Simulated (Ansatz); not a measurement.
## Sn9O16 (charge +2): geometry relaxation (part 3 of 3)

Sn9O16 (defect cell, 25 atoms in the cell, total charge +2); DFT PBE, scalar-relativistic, plane waves, PAW, no spin polarisation (Ansatz 0.2.0); cutoff 420 eV, 3×3×3 k-mesh, Gaussian smearing of 0.01 eV. The structure derives from a Materials Project entry. It belongs to a series of runs on one base structure; here: Sn interstitial, charge +2, atoms relaxed at the host's cell.

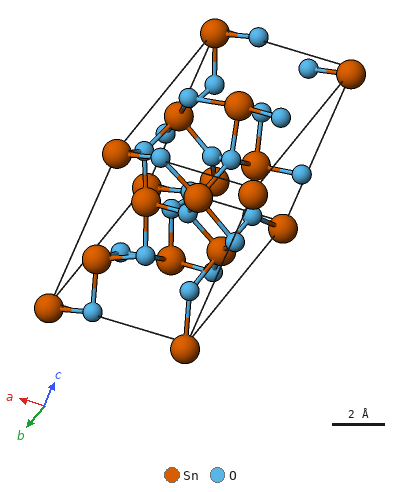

*The geometry at step 5 of the log (ball-and-stick view of the cell of the calculation, seen at an oblique angle).*

## What the program printed, continued
```
--- Relaxed structure (8 steps of the walk, 7 accepted, 0 SCFs on fresh bases) ---
  F+E_penalty+E_count = -63314.92786448 eV   max|allowed force component| = 2.478e-2 eV/Å
  atoms:
    - { symbol: Sn, position: [0.15441082824935753, 0.6117790822441855, 0.2509934276986383] }
    - { symbol: Sn, position: [0.3790163064943114, 0.8806577880373665, 0.7472833375403252] }
    - { symbol: Sn, position: [0.5287934040916193, 0.16100704025969478, 0.25103935294527874] }
    - { symbol: Sn, position: [0.8825493937753739, 0.3845227117651294, 0.7548015738460093] }
    - { symbol: Sn, position: [-0.007389428040217449, 0.015857545328937392, -0.025110485499878165] }
    - { symbol: Sn, position: [0.26857035547901437, 0.29189580454036557, 0.5270868500262573] }
    - { symbol: Sn, position: [0.4945219335790839, 0.4772401116944971, -0.0033995080133163167] }
    - { symbol: Sn, position: [0.7489588628077831, 0.7316957820621658, 0.5053918349270243] }
    - { symbol: O, position: [0.14355552588185194, 0.3136744136912241, 0.25098399856855513] }
    - { symbol: O, position: [0.3583694357372238, 0.5946840703572779, 0.7760446317427147] }
    - { symbol: O, position: [0.581530224284551, 0.7939776641912994, 0.2509408781891213] }
    - { symbol: O, position: [0.8332830222049783, 0.06974963646964966, 0.7260116004084033] }
    - { symbol: O, position: [0.15081717076160217, 0.9398588978173998, 0.2509531554302268] }
    - { symbol: O, position: [0.4142332190642046, 0.18226135296736112, 0.7463034762824433] }
    - { symbol: O, position: [0.6533620510296472, 0.42836413679853064, 0.25101448682325067] }
    - { symbol: O, position: [0.9188743744271697, 0.6870383105175718, 0.7557485242787975] }
    - { symbol: O, position: [0.19155170416127804, 0.46934629208585016, -0.0055785142799140925] }
    - { symbol: O, position: [0.4481689438123435, 0.7259764350600599, 0.5075205843515158] }
    - { symbol: O, position: [0.708825876079092, -0.01927753153920828, -0.004064749110473227] }
    - { symbol: O, position: [0.9636299290870134, 0.2359879885991878, 0.505926427168848] }
    - { symbol: O, position: [0.8197620562641075, 0.5599105167908878, 0.02777926019941119] }
    - { symbol: O, position: [0.04299123116553105, 0.7831461696040789, 0.4741775988854273] }
    - { symbol: O, position: [0.2757281897719677, 0.04489476019617586, -0.040440998204024754] }
    - { symbol: O, position: [0.5670304407888715, 0.33643749391210753, 0.5424718250927916] }
    - { symbol: Sn, position: [0.8507612261422401, -0.08075501215179551, 0.2509655101025668] }
```

## Trajectory as extended XYZ (Å, eV, eV/Å), 8 frames, from step=1 to step=8
```
25
Lattice="-4.8272 -4.8272 0.0000 4.8272 -4.8272 0.0000 0.0000 4.8272 6.4763" Properties=species:S:1:pos:R:3:forces:R:3 step=1 energy=-63314.78441
Sn    2.2523   -2.5060    1.6244   -0.0521   0.0384  -0.0393
Sn    2.4176   -2.4524    4.8275   -0.1196  -0.0253   0.1025
Sn   -1.6846   -2.0126    1.6378   -0.1663  -0.0591  -0.3099
Sn   -2.4096   -2.4525    4.8974   -0.0627  -0.0608   0.0646
Sn    0.1247   -0.1807   -0.1801    0.0866   0.0617  -0.1250
Sn    0.1246   -0.1806    3.4287    0.0980  -0.0448   0.2111
Sn   -0.1621   -4.6562   -0.0166   -0.0220  -0.0771  -0.1661
Sn   -0.1620   -4.6562    3.2651   -0.0343   0.0106   0.1901
O     0.8160   -1.0239    1.6243   -0.1308  -0.0686  -0.0003
O     1.1404   -0.8381    5.0653   -0.0096  -0.0094  -0.0321
O     0.8851   -5.3428    1.6243    0.4834  -0.6818   0.0188
O    -3.6867   -0.8381    4.6596    0.0206  -0.0660  -0.0185
O     3.8820   -4.0257    1.6350   -0.1949   0.0049  -0.0259
O    -1.1768    0.6813    4.7882    0.1262  -0.0258   0.0870
O    -1.2010   -3.9743    1.6243   -0.0336   0.1477  -0.0019
O    -1.1768   -4.1459    4.9367    0.1101  -0.0370  -0.1128
O     1.3473   -3.2393   -0.0293    0.1682   0.1166   0.0784
O     1.3473   -3.2394    3.2780    0.1692   0.1310  -0.0905
O    -3.5344   -3.3589   -0.0619    0.0696   0.1438   0.1319
O    -3.5005   -3.3880    3.2978    0.0519   0.2733   0.0429
O    -1.2747   -6.5002    0.1536   -0.1240  -0.1677   0.1465
O     3.5524   -1.6729    3.0950   -0.0358  -0.1713  -0.1390
O    -0.9939   -1.8559   -0.3262   -0.2697   0.1063   0.3814
O    -0.9939   -1.8560    3.5749   -0.1884   0.1087  -0.1786
Sn   -4.3897   -2.4993    1.6430    0.0601   0.3513  -0.2153
25
Lattice="-4.8272 -4.8272 0.0000 4.8272 -4.8272 0.0000 0.0000 4.8272 6.4763" Properties=species:S:1:pos:R:3:forces:R:3 step=2 energy=-63314.85909
Sn    2.2386   -2.4948    1.6254   -0.0089   0.0782   0.0449
Sn    2.4187   -2.4548    4.8331    0.0624  -0.1090  -0.0594
Sn   -1.7314   -2.0184    1.6236    0.4145   0.0137  -0.0243
Sn   -2.4069   -2.4576    4.9008    0.0426  -0.1057  -0.0702
Sn    0.1284   -0.1681   -0.1860   -0.0510  -0.1350  -0.0476
Sn    0.1230   -0.1678    3.4365   -0.0584  -0.1164   0.0122
Sn   -0.1383   -4.6782   -0.0015   -0.0871   0.1285  -0.2852
Sn   -0.1371   -4.6735    3.2512   -0.0892   0.0832   0.2765
O     0.7799   -1.0311    1.6260    0.0718  -0.0165  -0.0130
O     1.1453   -0.8420    5.0604   -0.0548  -0.0126  -0.0066
O     0.9460   -5.3857    1.6248    0.0601   0.0422   0.0034
O    -3.6811   -0.8476    4.6625   -0.0655   0.0400   0.0502
O     3.8555   -4.0231    1.6305    0.0176  -0.0138  -0.0406
O    -1.1567    0.6875    4.8167    0.0356   0.0443   0.0597
O    -1.1850   -3.9663    1.6234    0.2567  -0.2038   0.0129
O    -1.1554   -4.1422    4.9107    0.0366   0.0684  -0.0354
O     1.3594   -3.2449   -0.0237   -0.0249   0.0179  -0.0139
O     1.3599   -3.2393    3.2772   -0.0374   0.0017   0.0244
O    -3.5191   -3.3543   -0.0527    0.0138   0.0059  -0.0124
O    -3.5152   -3.3580    3.3028    0.0261  -0.0110   0.0435
O    -1.2822   -6.5123    0.1645    0.1073   0.0330   0.0702
O     3.5570   -1.6908    3.0869    0.0525   0.0674  -0.1005
O    -1.0270   -1.8223   -0.3064   -0.1233   0.1447   0.2296
O    -1.0330   -1.8246    3.5507   -0.0956   0.1673  -0.1409
Sn   -4.4004   -2.5042    1.6295   -0.5023  -0.2117   0.0228
25
Lattice="-4.8272 -4.8272 0.0000 4.8272 -4.8272 0.0000 0.0000 4.8272 6.4763" Properties=species:S:1:pos:R:3:forces:R:3 step=3 energy=-63314.88997
Sn    2.2359   -2.4874    1.6256   -0.0848   0.0627   0.0304
Sn    2.4203   -2.4574    4.8325    0.0719  -0.0981  -0.0518
Sn   -1.7271   -2.0341    1.6213    0.1110  -0.0569   0.0525
Sn   -2.4056   -2.4587    4.9006    0.0596  -0.0914  -0.0683
Sn    0.1264   -0.1650   -0.1843   -0.0462  -0.1556   0.0086
Sn    0.1207   -0.1644    3.4342   -0.0428  -0.1428  -0.0321
Sn   -0.1252   -4.6831   -0.0101    0.0266   0.0315  -0.0417
Sn   -0.1248   -4.6779    3.2613    0.0221  -0.0123   0.0204
O     0.7757   -1.0297    1.6255    0.0851   0.0035  -0.0033
O     1.1447   -0.8484    5.0506   -0.0583   0.0324   0.0198
O     0.9549   -5.4070    1.6259    0.1002   0.0362  -0.0024
O    -3.6792   -0.8500    4.6729   -0.0858   0.0725   0.0196
O     3.8330   -4.0349    1.6259    0.0972   0.0184  -0.0082
O    -1.1469    0.6948    4.8197   -0.0260   0.0801   0.0455
O    -1.1532   -3.9771    1.6241    0.0993  -0.0277   0.0089
O    -1.1457   -4.1325    4.9093   -0.0132   0.0772  -0.0325
O     1.3627   -3.2407   -0.0231   -0.0938  -0.0279  -0.0413
O     1.3627   -3.2359    3.2764   -0.0873  -0.0354   0.0476
O    -3.5191   -3.3517   -0.0493    0.0275  -0.0160  -0.0022
O    -3.5216   -3.3502    3.3041    0.0291  -0.0555  -0.0070
O    -1.2795   -6.5117    0.1676    0.1056   0.0224   0.0209
O     3.5569   -1.6865    3.0817    0.0467   0.0213  -0.0239
O    -1.0472   -1.8031   -0.2959   -0.0420   0.1108   0.0457
O    -1.0512   -1.8051    3.5426   -0.0489   0.1182  -0.0426
Sn   -4.4249   -2.5169    1.6275   -0.2530   0.0332   0.0375
25
Lattice="-4.8272 -4.8272 0.0000 4.8272 -4.8272 0.0000 0.0000 4.8272 6.4763" Properties=species:S:1:pos:R:3:forces:R:3 step=4 energy=-63314.79969 accepted=F
Sn    2.2064   -2.5170    1.6234   -0.4093   0.0448   0.0291
Sn    2.4229   -2.4872    4.8539   -0.0731   0.1183   0.1364
Sn   -1.8542   -2.1884    1.6221    0.2061  -0.0745  -0.0360
Sn   -2.4140   -2.4878    4.8651   -0.0082   0.1336  -0.0921
Sn    0.1115   -0.1691   -0.1223    0.1513   0.0655  -0.1896
Sn    0.1156   -0.1767    3.3762    0.1243   0.0411   0.1737
Sn   -0.0610   -4.7112   -0.0326   -0.1252  -0.0255  -0.0526
Sn   -0.0605   -4.7122    3.2868   -0.1313   0.0288   0.0474
O     0.9362   -0.9485    1.6242    0.0005  -0.1695   0.0087
O     1.1329   -0.8434    5.0036    0.2355  -0.1842   0.0065
O     1.0640   -5.4472    1.6295    0.1453   0.1930  -0.0152
O    -3.6990   -0.8357    4.7264    0.3108  -0.2755  -0.0039
O     3.8523   -4.1245    1.6213   -0.6899   0.4395   0.0393
O    -1.1009    0.7289    4.8240   -0.1018   0.0586  -0.0109
O    -1.0673   -4.0405    1.6291    0.0743   0.0824  -0.0321
O    -1.0996   -4.0935    4.9030   -0.1596   0.0982   0.0221
O     1.2968   -3.1830   -0.0591    0.3767   0.1291   0.2581
O     1.2957   -3.1812    3.3088    0.3736   0.1302  -0.2857
O    -3.5230   -3.3260    0.0244    0.1912   0.0333  -0.2267
O    -3.5265   -3.3316    3.2252    0.1969   0.0592   0.2546
O    -1.2033   -6.5309    0.2009   -0.4788  -0.2388  -0.1439
O     3.6131   -1.7046    3.0607   -0.3928  -0.2341   0.0807
O    -1.1518   -1.7165   -0.2242   -0.0823  -0.1279  -0.0110
O    -1.1607   -1.7126    3.4693   -0.0801  -0.1295   0.0591
Sn   -4.5826   -2.4740    1.6273    0.3456  -0.1956  -0.0160
25
Lattice="-4.8272 -4.8272 0.0000 4.8272 -4.8272 0.0000 0.0000 4.8272 6.4763" Properties=species:S:1:pos:R:3:forces:R:3 step=5 energy=-63314.92460
Sn    2.2031   -2.4870    1.6250    0.0313  -0.0936  -0.0207
Sn    2.4223   -2.4758    4.8410   -0.0105  -0.0126   0.0512
Sn   -1.7769   -2.1183    1.6240   -0.0680  -0.0443  -0.0097
Sn   -2.4077   -2.4751    4.8823   -0.0037  -0.0094   0.0176
Sn    0.1156   -0.1626   -0.1590   -0.0336   0.0873   0.0086
Sn    0.1161   -0.1665    3.4111   -0.0238   0.0850  -0.0069
Sn   -0.0840   -4.7061   -0.0233    0.0154  -0.0175  -0.0077
Sn   -0.0847   -4.7053    3.2750    0.0135  -0.0006   0.0177
O     0.8309   -0.9898    1.6248    0.0020  -0.0195   0.0099
O     1.1433   -0.8534    5.0252    0.0102  -0.0028   0.0058
O     1.0333   -5.4264    1.6268   -0.0067  -0.0054  -0.0016
O    -3.6843   -0.8491    4.7036    0.0264  -0.0338  -0.0225
O     3.8112   -4.0595    1.6240   -0.0327   0.0387   0.0168
O    -1.1221    0.7169    4.8302   -0.0018   0.0130  -0.0016
O    -1.0829   -4.0128    1.6260   -0.0394   0.0541  -0.0075
O    -1.1218   -4.1075    4.8977   -0.0064   0.0081  -0.0095
O     1.3356   -3.2144   -0.0391    0.0367   0.0241   0.0053
O     1.3347   -3.2139    3.2889    0.0404   0.0276  -0.0099
O    -3.5143   -3.3402   -0.0134    0.0153  -0.0332  -0.0479
O    -3.5166   -3.3431    3.2664    0.0184  -0.0209   0.0495
O    -1.2489   -6.5311    0.1843   -0.0365   0.0399  -0.0274
O     3.5736   -1.7016    3.0676   -0.0065   0.0284   0.0290
O    -1.1092   -1.7492   -0.2599    0.0083   0.0146  -0.0398
O    -1.1113   -1.7487    3.5097    0.0036   0.0021   0.0270
Sn   -4.5122   -2.4940    1.6279    0.0478  -0.1293  -0.0257
25
Lattice="-4.8272 -4.8272 0.0000 4.8272 -4.8272 0.0000 0.0000 4.8272 6.4763" Properties=species:S:1:pos:R:3:forces:R:3 step=6 energy=-63314.92667
Sn    2.2088   -2.4911    1.6249   -0.0272   0.0590   0.0134
Sn    2.4219   -2.4730    4.8416   -0.0017   0.0143  -0.0184
Sn   -1.7800   -2.1136    1.6238    0.0311  -0.0111   0.0145
Sn   -2.4067   -2.4733    4.8850   -0.0048   0.0233   0.0078
Sn    0.1125   -0.1598   -0.1608    0.0166  -0.0660  -0.0381
Sn    0.1131   -0.1623    3.4127    0.0082  -0.0459   0.0252
Sn   -0.0840   -4.7034   -0.0216   -0.0020  -0.0427   0.0043
Sn   -0.0841   -4.7027    3.2726    0.0031  -0.0524  -0.0022
O     0.8255   -0.9969    1.6255   -0.0201   0.0214  -0.0021
O     1.1417   -0.8524    5.0260   -0.0008  -0.0140   0.0109
O     1.0267   -5.4327    1.6259   -0.0139   0.0362  -0.0013
O    -3.6866   -0.8523    4.7018    0.0010  -0.0071  -0.0066
O     3.8078   -4.0600    1.6262   -0.0197   0.0166  -0.0098
O    -1.1212    0.7220    4.8323    0.0083  -0.0040  -0.0095
O    -1.0865   -4.0063    1.6255    0.0202   0.0099  -0.0004
O    -1.1214   -4.1049    4.8948    0.0037   0.0054   0.0177
O     1.3410   -3.2165   -0.0377    0.0047  -0.0051   0.0111
O     1.3412   -3.2156    3.2883   -0.0035  -0.0089  -0.0078
O    -3.5099   -3.3484   -0.0207   -0.0186   0.0051  -0.0029
O    -3.5122   -3.3487    3.2728   -0.0111   0.0017  -0.0016
O    -1.2527   -6.5235    0.1827   -0.0099  -0.0370  -0.0115
O     3.5745   -1.6982    3.0698   -0.0075  -0.0140  -0.0031
O    -1.1099   -1.7464   -0.2626   -0.0026   0.0100   0.0260
O    -1.1121   -1.7466    3.5122   -0.0018   0.0082  -0.0280
Sn   -4.5047   -2.5078    1.6257    0.0485   0.0969   0.0123
25
Lattice="-4.8272 -4.8272 0.0000 4.8272 -4.8272 0.0000 0.0000 4.8272 6.4763" Properties=species:S:1:pos:R:3:forces:R:3 step=7 energy=-63314.92786
Sn    2.2078   -2.4870    1.6255    0.0208   0.0017   0.0002
Sn    2.4215   -2.4734    4.8396   -0.0036  -0.0053   0.0067
Sn   -1.7754   -2.1180    1.6258    0.0176   0.0039   0.0041
Sn   -2.4041   -2.4728    4.8883   -0.0116  -0.0077  -0.0110
Sn    0.1122   -0.1621   -0.1626    0.0027   0.0061   0.0016
Sn    0.1126   -0.1611    3.4136    0.0015   0.0052   0.0019
Sn   -0.0834   -4.7073   -0.0220   -0.0019   0.0066  -0.0012
Sn   -0.0833   -4.7078    3.2731   -0.0031   0.0043   0.0021
O     0.8212   -0.9956    1.6254   -0.0027   0.0008   0.0011
O     1.1407   -0.8545    5.0259    0.0016  -0.0037   0.0039
O     1.0255   -5.4285    1.6252    0.0096   0.0099   0.0022
O    -3.6857   -0.8545    4.7019   -0.0028  -0.0038  -0.0087
O     3.8089   -4.0535    1.6252    0.0110   0.0097   0.0021
O    -1.1198    0.7232    4.8333   -0.0018   0.0007   0.0000
O    -1.0861   -4.0100    1.6256    0.0063   0.0084  -0.0008
O    -1.1191   -4.1039    4.8945   -0.0040  -0.0021  -0.0067
O     1.3410   -3.2172   -0.0361   -0.0088  -0.0018   0.0035
O     1.3410   -3.2179    3.2869   -0.0077   0.0005  -0.0031
O    -3.5147   -3.3482   -0.0263    0.0067  -0.0056  -0.0031
O    -3.5125   -3.3486    3.2765   -0.0018  -0.0016   0.0051
O    -1.2544   -6.5258    0.1799    0.0012   0.0069   0.0044
O     3.5729   -1.6990    3.0709    0.0026   0.0066  -0.0014
O    -1.1143   -1.7429   -0.2619   -0.0102  -0.0145   0.0199
O    -1.1131   -1.7426    3.5132   -0.0122  -0.0152  -0.0249
Sn   -4.4966   -2.5055    1.6253   -0.0104  -0.0090   0.0020
25
Lattice="-4.8272 -4.8272 0.0000 4.8272 -4.8272 0.0000 0.0000 4.8272 6.4763" Properties=species:S:1:pos:R:3:forces:R:3 step=8 energy=-63314.92786
Sn    2.2078   -2.4870    1.6255    0.0209   0.0020   0.0002
Sn    2.4215   -2.4734    4.8396   -0.0037  -0.0053   0.0066
Sn   -1.7754   -2.1180    1.6258    0.0178   0.0035   0.0042
Sn   -2.4041   -2.4728    4.8883   -0.0112  -0.0076  -0.0107
Sn    0.1122   -0.1621   -0.1626    0.0026   0.0060   0.0013
Sn    0.1126   -0.1611    3.4136    0.0014   0.0053   0.0022
Sn   -0.0834   -4.7073   -0.0220   -0.0020   0.0062  -0.0014
Sn   -0.0833   -4.7078    3.2731   -0.0032   0.0038   0.0023
O     0.8212   -0.9956    1.6254   -0.0026   0.0008   0.0011
O     1.1407   -0.8545    5.0259    0.0015  -0.0038   0.0039
O     1.0255   -5.4285    1.6252    0.0099   0.0097   0.0022
O    -3.6857   -0.8545    4.7019   -0.0029  -0.0038  -0.0086
O     3.8089   -4.0535    1.6252    0.0111   0.0098   0.0020
O    -1.1198    0.7232    4.8333   -0.0018   0.0006   0.0000
O    -1.0861   -4.0100    1.6256    0.0064   0.0086  -0.0008
O    -1.1191   -4.1039    4.8945   -0.0039  -0.0022  -0.0067
O     1.3410   -3.2172   -0.0361   -0.0088  -0.0018   0.0034
O     1.3410   -3.2179    3.2869   -0.0077   0.0006  -0.0030
O    -3.5147   -3.3482   -0.0263    0.0067  -0.0056  -0.0030
O    -3.5125   -3.3486    3.2765   -0.0018  -0.0016   0.0049
O    -1.2544   -6.5258    0.1799    0.0012   0.0070   0.0044
O     3.5729   -1.6990    3.0709    0.0026   0.0067  -0.0013
O    -1.1143   -1.7429   -0.2619   -0.0102  -0.0146   0.0198
O    -1.1131   -1.7426    3.5132   -0.0122  -0.0153  -0.0248
Sn   -4.4966   -2.5055    1.6253   -0.0099  -0.0092   0.0020
```

## Results in brief

```json
{"quantity": "outcome", "value": "converged"}
{"quantity": "electrons treated", "value": "220"}
{"quantity": "free energy", "value": "−63314.9279 eV"}
{"quantity": "Fermi energy", "value": "12.543 eV"}
{"quantity": "gap on the k-point mesh", "value": "0.59 eV"}
{"quantity": "final volume", "value": "301.82 Å³"}
{"quantity": "largest force (length of the vector) at the end", "value": "0.032 eV/Å"}
{"quantity": "hardware", "value": "4 threads of Intel Xeon @ 2.50GHz (Skylake/Cascade Lake), 189 GiB of memory available, shared host"}
{"quantity": "wall time", "value": "4.8 min (CPU time 18 min)"}
{"quantity": "peak memory", "value": "1.3 GiB"}
```

## Remarks

The cell is charged and computed with a neutralising background, so its energy and pressure depend on the cell and aren't those of a real crystal.
